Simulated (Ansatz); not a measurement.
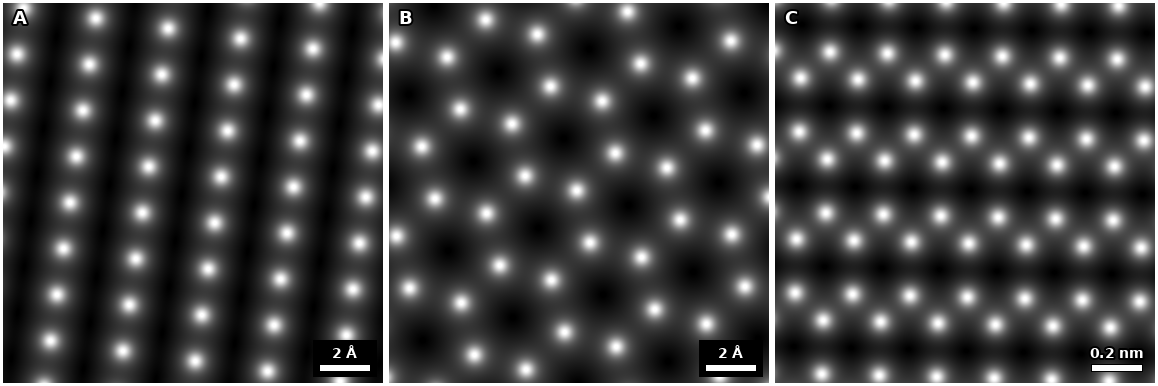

Three views of Na (P6_3/mmc, No. 194) along different zone axes. Computed as the sum of neutral-atom potentials (tabulated electron scattering factors, B = 0.8 Å²) projected along the beam and smoothed by 0.25 Å; brighter is more positive. The display is stretched by a gamma of 0.6; percentages refer to the linear signal. Atomic positions: the input geometry of a calculation; the starting structure was generated, so it need not be a known form of this composition.

```cif
data_structure
_symmetry_space_group_name_H-M 'P6_3/mmc'
_symmetry_Int_Tables_number 194
_cell_length_a 3.8104
_cell_length_b 3.8104
_cell_length_c 5.9873
_cell_angle_alpha 90.000
_cell_angle_beta 90.000
_cell_angle_gamma 120.000
_cell_volume 75.28
loop_
_atom_site_label
_atom_site_type_symbol
_atom_site_symmetry_multiplicity
_atom_site_Wyckoff_symbol
_atom_site_fract_x
_atom_site_fract_y
_atom_site_fract_z
_atom_site_occupancy
Na1 Na 2 d 0.33333 0.66667 0.75000 1
```

Q: Match the panels to the zone axes [001], [201] and [210].

A is [210]: projected cell 1.91 × 2.99 Å, 90°, plane group p2mm. B is [001]: projected cell 3.81 × 3.81 Å, 120°, plane group p6mm. C is [201]: projected cell 2.35 × 3.50 Å, 110°, plane group c2mm.
